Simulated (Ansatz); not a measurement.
# Run report: Ge₁₀₉Sn₁₉, single-point calculation (part 1 of 2)

Ge₁₀₉Sn₁₉ (P1, 128 atoms in the cell), computed with DFT, r2SCAN, PAW, plane waves (Ansatz 0.2.0).

The structure was built on a prototype by a generator.

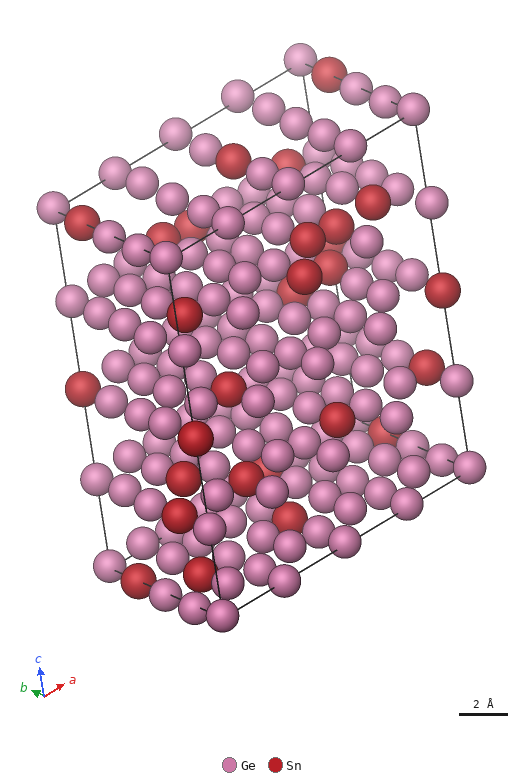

**Figure 1.** The input geometry (spheres-only view of the cell of the calculation, seen slightly off an axis).

### Summary

```json
{"quantity": "outcome", "value": "converged"}
{"quantity": "space group (tolerance 0.01 Å)", "value": "P1 (1)"}
{"quantity": "electrons treated", "value": "1792"}
{"quantity": "free energy", "value": "−583731.5497 eV"}
{"quantity": "Fermi energy", "value": "8.257 eV"}
{"quantity": "largest force (length of the vector)", "value": "0.228 eV/Å"}
{"quantity": "hardware", "value": "1 × NVIDIA GB300 Max-Q, 32 threads of Arm Neoverse-V2, 180 GiB of memory available, shared host"}
{"quantity": "wall time", "value": "14 s (CPU time 70 s)"}
{"quantity": "peak memory", "value": "9.2 GiB"}
```

### Input file
```yaml
crystal:
  lattice:
    - [0.000000, 11.610144, 11.610144]
    - [11.610144, 0.000000, 11.610144]
    - [11.610144, 11.610144, 0.000000]
  atoms:
    - { symbol: Ge, position: [0.997917, 0.998106, 0.008135] }
    - { symbol: Ge, position: [0.495461, 0.004254, 0.007584] }
    - { symbol: Ge, position: [0.997424, 0.508908, 0.995516] }
    - { symbol: Ge, position: [0.495965, 0.997125, 0.506811] }
    - { symbol: Ge, position: [0.748034, 0.249873, 0.250018] }
    - { symbol: Ge, position: [0.007629, 0.498320, 0.496528] }
    - { symbol: Ge, position: [0.250158, 0.749439, 0.251076] }
    - { symbol: Ge, position: [0.248291, 0.252804, 0.751944] }
    - { symbol: Ge, position: [0.498407, 0.500340, 0.499560] }
    - { symbol: Ge, position: [0.746310, 0.750119, 0.252853] }
    - { symbol: Ge, position: [0.251118, 0.745458, 0.743962] }
    - { symbol: Ge, position: [0.749301, 0.743750, 0.749028] }
    - { symbol: Ge, position: [0.061367, 0.061887, 0.064103] }
    - { symbol: Ge, position: [0.558823, 0.064415, 0.066061] }
    - { symbol: Ge, position: [0.064540, 0.557877, 0.063516] }
    - { symbol: Ge, position: [0.067862, 0.064843, 0.562629] }
    - { symbol: Ge, position: [0.319806, 0.321871, 0.305721] }
    - { symbol: Ge, position: [0.565924, 0.562672, 0.067292] }
    - { symbol: Ge, position: [0.564633, 0.065353, 0.553362] }
    - { symbol: Ge, position: [0.799350, 0.315672, 0.316276] }
    - { symbol: Ge, position: [0.063886, 0.561312, 0.563087] }
    - { symbol: Ge, position: [0.311877, 0.809845, 0.314672] }
    - { symbol: Ge, position: [0.312820, 0.314664, 0.809829] }
    - { symbol: Ge, position: [0.560197, 0.561833, 0.561918] }
    - { symbol: Ge, position: [0.817304, 0.816392, 0.301425] }
    - { symbol: Ge, position: [0.812617, 0.316329, 0.821316] }
    - { symbol: Ge, position: [0.000686, 0.997285, 0.249003] }
    - { symbol: Ge, position: [0.260476, 0.248164, 0.993174] }
    - { symbol: Ge, position: [0.497962, 0.992913, 0.249365] }
    - { symbol: Ge, position: [0.750465, 0.247089, 0.004217] }
    - { symbol: Ge, position: [0.994938, 0.511052, 0.248277] }
    - { symbol: Ge, position: [0.244528, 0.749650, 0.009816] }
    - { symbol: Ge, position: [0.009918, 0.991392, 0.743495] }
    - { symbol: Ge, position: [0.499909, 0.500925, 0.252191] }
    - { symbol: Ge, position: [0.753885, 0.745658, 0.005964] }
    - { symbol: Ge, position: [0.743958, 0.252746, 0.499740] }
    - { symbol: Ge, position: [0.000296, 0.500135, 0.750502] }
    - { symbol: Ge, position: [0.252202, 0.746871, 0.498993] }
    - { symbol: Ge, position: [0.497250, 0.502673, 0.748587] }
    - { symbol: Ge, position: [0.069324, 0.051384, 0.308185] }
    - { symbol: Ge, position: [0.318275, 0.315349, 0.052498] }
    - { symbol: Ge, position: [0.810746, 0.313098, 0.063720] }
    - { symbol: Ge, position: [0.063121, 0.564712, 0.312197] }
    - { symbol: Ge, position: [0.311783, 0.811995, 0.064374] }
    - { symbol: Ge, position: [0.315379, 0.316053, 0.566745] }
    - { symbol: Ge, position: [0.561389, 0.561705, 0.315578] }
    - { symbol: Ge, position: [0.804696, 0.813195, 0.070376] }
    - { symbol: Ge, position: [0.811018, 0.314518, 0.554669] }
    - { symbol: Ge, position: [0.064577, 0.562435, 0.811148] }
    - { symbol: Ge, position: [0.313053, 0.809405, 0.560578] }
    - { symbol: Ge, position: [0.565389, 0.562183, 0.805493] }
    - { symbol: Ge, position: [0.816310, 0.816099, 0.564930] }
    - { symbol: Ge, position: [0.996144, 0.246671, 0.995276] }
    - { symbol: Ge, position: [0.252456, 0.995500, 0.248608] }
    - { symbol: Ge, position: [0.500799, 0.250164, 0.999108] }
    - { symbol: Ge, position: [0.757331, 0.000038, 0.246349] }
    - { symbol: Ge, position: [0.994294, 0.249082, 0.512585] }
    - { symbol: Ge, position: [0.247727, 0.504315, 0.249427] }
    - { symbol: Ge, position: [0.497255, 0.745522, 0.998546] }
    - { symbol: Ge, position: [0.252380, 0.004841, 0.747254] }
    - { symbol: Ge, position: [0.501074, 0.251956, 0.498183] }
    - { symbol: Ge, position: [0.747626, 0.501022, 0.250223] }
    - { symbol: Ge, position: [0.751119, 0.002824, 0.740039] }
    - { symbol: Ge, position: [0.002179, 0.747898, 0.499858] }
    - { symbol: Ge, position: [0.249806, 0.498958, 0.749942] }
    - { symbol: Ge, position: [0.498437, 0.748962, 0.501077] }
    - { symbol: Ge, position: [0.748159, 0.496949, 0.759834] }
    - { symbol: Ge, position: [0.315410, 0.050297, 0.316485] }
    - { symbol: Ge, position: [0.565922, 0.306251, 0.062853] }
    - { symbol: Ge, position: [0.815127, 0.062431, 0.311927] }
    - { symbol: Ge, position: [0.062900, 0.815299, 0.070044] }
    - { symbol: Ge, position: [0.055599, 0.316524, 0.566399] }
    - { symbol: Ge, position: [0.312585, 0.563304, 0.312898] }
    - { symbol: Ge, position: [0.303975, 0.067375, 0.815370] }
    - { symbol: Ge, position: [0.560634, 0.316481, 0.561282] }
    - { symbol: Ge, position: [0.809721, 0.566150, 0.310059] }
    - { symbol: Ge, position: [0.069377, 0.801500, 0.563128] }
    - { symbol: Ge, position: [0.311755, 0.562579, 0.811211] }
    - { symbol: Ge, position: [0.554652, 0.814791, 0.564885] }
    - { symbol: Ge, position: [0.813830, 0.560789, 0.813917] }
    - { symbol: Ge, position: [0.247975, 0.000164, 0.001367] }
    - { symbol: Ge, position: [0.744185, 0.996940, 0.011569] }
    - { symbol: Ge, position: [0.249752, 0.500452, 0.997752] }
    - { symbol: Ge, position: [0.252935, 0.995156, 0.501834] }
    - { symbol: Ge, position: [0.501842, 0.257502, 0.246601] }
    - { symbol: Ge, position: [0.751947, 0.500886, 0.000710] }
    - { symbol: Ge, position: [0.750161, 0.001531, 0.497381] }
    - { symbol: Ge, position: [0.001265, 0.749156, 0.252516] }
    - { symbol: Ge, position: [0.995209, 0.261386, 0.749216] }
    - { symbol: Ge, position: [0.250578, 0.501545, 0.500417] }
    - { symbol: Ge, position: [0.495900, 0.744732, 0.261092] }
    - { symbol: Ge, position: [0.495106, 0.263643, 0.744590] }
    - { symbol: Ge, position: [0.745965, 0.497775, 0.493746] }
    - { symbol: Ge, position: [0.009941, 0.743735, 0.744559] }
    - { symbol: Ge, position: [0.506409, 0.743841, 0.746691] }
    - { symbol: Ge, position: [0.312604, 0.062917, 0.062835] }
    - { symbol: Ge, position: [0.813719, 0.062128, 0.064106] }
    - { symbol: Ge, position: [0.302258, 0.565957, 0.066469] }
    - { symbol: Ge, position: [0.314723, 0.056418, 0.564672] }
    - { symbol: Ge, position: [0.563104, 0.315168, 0.311491] }
    - { symbol: Ge, position: [0.813242, 0.561800, 0.064550] }
    - { symbol: Ge, position: [0.805190, 0.069218, 0.557960] }
    - { symbol: Ge, position: [0.062770, 0.811748, 0.313306] }
    - { symbol: Ge, position: [0.062326, 0.314693, 0.811149] }
    - { symbol: Ge, position: [0.313282, 0.562059, 0.562769] }
    - { symbol: Ge, position: [0.561783, 0.809390, 0.315950] }
    - { symbol: Ge, position: [0.553156, 0.319662, 0.814721] }
    - { symbol: Ge, position: [0.069446, 0.809564, 0.802456] }
    - { symbol: Ge, position: [0.565290, 0.800261, 0.813552] }
    - { symbol: Sn, position: [0.001134, 0.996514, 0.501253] }
    - { symbol: Sn, position: [0.262028, 0.245346, 0.246235] }
    - { symbol: Sn, position: [0.498178, 0.501129, 0.000237] }
    - { symbol: Sn, position: [0.746928, 0.259631, 0.748446] }
    - { symbol: Sn, position: [0.312113, 0.810101, 0.814746] }
    - { symbol: Sn, position: [0.815687, 0.809128, 0.810797] }
    - { symbol: Sn, position: [0.250930, 0.250765, 0.500307] }
    - { symbol: Sn, position: [0.497789, 0.995744, 0.747905] }
    - { symbol: Sn, position: [0.748271, 0.759282, 0.494980] }
    - { symbol: Sn, position: [0.561185, 0.061467, 0.313018] }
    - { symbol: Sn, position: [0.059591, 0.065448, 0.813066] }
    - { symbol: Sn, position: [0.560017, 0.070509, 0.814784] }
    - { symbol: Sn, position: [0.000875, 0.753019, 0.998776] }
    - { symbol: Sn, position: [0.065777, 0.315566, 0.050939] }
    - { symbol: Sn, position: [0.559942, 0.810406, 0.066435] }
    - { symbol: Sn, position: [0.816501, 0.053982, 0.815530] }
    - { symbol: Sn, position: [0.993082, 0.244422, 0.254746] }
    - { symbol: Sn, position: [0.058480, 0.317968, 0.320477] }
    - { symbol: Sn, position: [0.814073, 0.554134, 0.565170] }
kpoints:
  mp_grid: { grid: [1, 1, 1] }
hamiltonian:
  xc: r2scan
scf:
  occupations: { method: fermi_dirac, width: 0.01 }
output:
  forces: true
  eigenvalues: true
  populations: true
  eigenstates: { kpoints: [[0, 0, 0]], e_range: [-6.0, 6.0], localisation: true }
```

### Log
```
Pseudopotentials: kind: paw
Functional definition: r2SCAN
  parameter k0 = 0.174
  parameter k1 = 0.065
  parameter a1 = 4.9479
  exchange = r2scan_x(k0 = k0, k1 = k1, a1 = a1)
  correlation = r2scan_c
Crystal: 128 atoms, lattice volume = 3129.989 Å³
Basis set: ecut = 500 eV, 79231 PW (Γ), exchange–correlation on 480×480×480 points (64 copies of the dense FFT grid, shifted against one another)
Bands: 1076, of which v1, the nominal top of the filled ones, is band 896 counted from 1 (895 counted from 0)
Symmetry: 1 space group operations
Space group: P1 (ITA 1), of the structure as read, at distance tolerance 1.5e-4 Å
k-points: 1
Non-local potential: Ge, projectors of the file, l = 0: 2, l = 1: 2, l = 2: 3, l = 3: 1
Non-local potential: Sn, projectors of the file, l = 0: 2, l = 1: 2, l = 2: 2, l = 3: 2
PAW form: soft (Blöchl's): semilocal exchange-correlation on the pseudo side does not see the compensation charge
PAW frozen core: Ge, regenerated for the run's functional (the file was generated under x = pbe(κ = 0.804, μ = 0.2195149727645171), c = pbe(β = 0.06672455060314922))
PAW frozen core: Sn, regenerated for the run's functional (the file was generated under x = pbe(κ = 0.804, μ = 0.2195149727645171), c = pbe(β = 0.06672455060314922))
PAW one-centre angular grid: Ge, 590 points (default); XC on 160 Gauss nodes
PAW one-centre angular grid: Sn, 590 points (default); XC on 249 of its mesh's 2787 points in the sphere
Initial density: superposition of atomic densities (neutral atoms: chi_scale 0, normalization atom), corrected by the library's trained network
Initial wavefunctions: pseudopotential atomic-orbital guess
Functional: x = r2scan, c = r2scan; τ floored in thin density (d = 2e-4 eV/Å³)
SCF iter   1: F=—  HF=-583730.907741 eV  |F-HF|=—  |Δ(HF+E_count)|=         —  Δρ=6.92e-3  dr2=7.55e-1  dr2_τ=3.23e-1  ethr=1.77e-3  ⟨swp⟩=6.0  Hψ=3967  notcnv=0
preconditioner: auto → LDOS  [insulator: Δε(μ)=0.028 eV  Ē_g=22.868 eV  σ=0.010 eV  W_gap=0.60  n_scr=868 (ndim 8)  ℏωp=28.1 eV  f_vac=0.077  D(μ)=70.17/eV (n_scr^D=410)  ε∞_Penn≈2.5  β→1.0]
SCF iter   2: F=—  HF=-583732.169318 eV  |F-HF|=—  |Δ(HF+E_count)|=    1.26e0  Δρ=4.61e-3  dr2=4.23e-1  dr2_τ=5.01e-3  ethr=4.21e-5  ⟨swp⟩=3.0  Hψ=2159  notcnv=0  defer=167
SCF iter   3: F=—  HF=-583731.556002 eV  |F-HF|=—  |Δ(HF+E_count)|=   6.13e-1  Δρ=6.51e-4  dr2=2.29e-2  dr2_τ=1.29e-4  ethr=2.36e-5  ⟨swp⟩=4.0  Hψ=1828  notcnv=0  defer=167
SCF iter   4: F=—  HF=-583731.555199 eV  |F-HF|=—  |Δ(HF+E_count)|=   8.03e-4  Δρ=1.82e-4  dr2=4.05e-3  dr2_τ=1.19e-5  ethr=1.28e-6  ⟨swp⟩=2.0  Hψ=1818  notcnv=0  defer=167
SCF iter   5: F=—  HF=-583731.545286 eV  |F-HF|=—  |Δ(HF+E_count)|=   9.91e-3  Δρ=1.11e-4  dr2=1.32e-3  dr2_τ=4.85e-6  ethr=2.26e-7  ⟨swp⟩=2.0  Hψ=1261  notcnv=0  defer=167
SCF iter   6: F=—  HF=-583731.545017 eV  |F-HF|=—  |Δ(HF+E_count)|=   2.69e-4  Δρ=3.01e-5  dr2=1.09e-4  dr2_τ=7.09e-7  ethr=7.34e-8  ⟨swp⟩=2.0  Hψ=1377  notcnv=0  defer=167
SCF iter   7: F=—  HF=-583731.549727 eV  |F-HF|=—  |Δ(HF+E_count)|=   4.71e-3  Δρ=1.75e-5  dr2=2.75e-5  dr2_τ=2.25e-7  ethr=6.09e-9  ⟨swp⟩=2.0  Hψ=1972  notcnv=0  defer=167
SCF iter   8: F=—  HF=-583731.549722 eV  |F-HF|=—  |Δ(HF+E_count)|=   5.30e-6  Δρ=5.42e-6  dr2=4.87e-6  dr2_τ=1.57e-8  ethr=1.54e-9  ⟨swp⟩=2.0  Hψ=1806  notcnv=0  defer=167
SCF iter   9: F=—  HF=-583731.549721 eV  |F-HF|=—  |Δ(HF+E_count)|=   6.58e-7  Δρ=2.57e-6  dr2=1.12e-6  dr2_τ=4.37e-9  ethr=2.72e-10  ⟨swp⟩=2.0  Hψ=1316  notcnv=0  defer=167
SCF iter  10: F=—  HF=-583731.549721 eV  |F-HF|=—  |Δ(HF+E_count)|=   9.20e-8  Δρ=1.33e-6  dr2=2.12e-7  dr2_τ=1.51e-9  ethr=6.28e-11  ⟨swp⟩=2.0  Hψ=1260  notcnv=0  defer=167
SCF iter  11: F=-583731.549721 eV  HF=-583731.549721 eV  |F-HF|=2.10e-8  |Δ(HF+E_count)|=   2.84e-8  Δρ=4.98e-7  dr2=2.44e-8  dr2_τ=2.40e-10  ethr=5.58e-12  ⟨swp⟩=11.0  Hψ=5538  notcnv=0
SCF 1 converged in 11 iterations: F = -583731.549721 eV  dr2 = 2.44e-8
  greatest PAW one-centre occupation: 0.998 electrons in one spin orbital (limit 2), on the Ge atom at site 48 (counted from 0), in its partial waves of l = 2
```

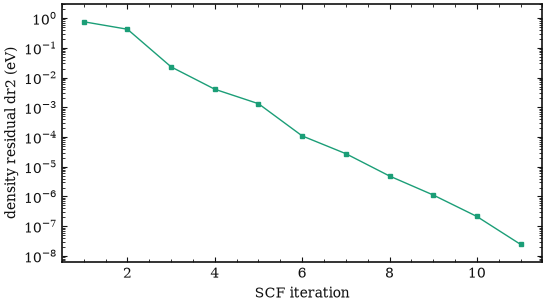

**Figure 2.** Convergence of the self-consistent field: density residual dr2 against the SCF iteration. The residual falls at every step.

```
NSCF: frozen V_eff on 1 k-points
SCF converged after 11 iterations
Free energy (F): -583731.549721 eV
Harris-Foulkes:  -583731.549721 eV  (|F-HF|=2.10e-8)
Internal energy: -583731.521788 eV  (E = F + TS)
E sigma→0 (E₀):  -583731.535754 eV
Entropy (-TS):   -0.027933 eV (-0.218 meV/atom)
Fermi energy:    8.256506 eV
--- Per-component energies (eV) ---
  E_band       = -19897.604591
  E_kinetic    = 15679.609501
  E_local      = -294478.940795  (includes V_loc(G=0)·N_el)
  E_nonlocal   = 45170.462142
  E_hartree    = 132535.190074
  E_xc         = -14631.447696
  E_vxc        = -9364.894137  (∫ρ·V_xc dr)
  E_paw        = -300810.059327  (= ΣΔE_a)
  E_vpaw       = -42514.977293  (= ΣTr[D̂ρ^β])
  E_aug_tail   = 0.001646  (compensation charges beyond the density's cutoff)
  E_vtau       = 540.757602  (kinetic-family band-sum trace: ∫τ·v_τ [+ j·A + Jᵃ·Aᵃ] dr)
  E_ewald      = -167091.959942
  E_core_change = -104.377390  (= ΣΔE_core)
  E_smearing   = -0.027933  (= −TS)
  E_closure    = 0.000000  (closes the sum)
  Σ components = -583731.549721   (vs F -583731.549721, Δ=0.00e0)
```
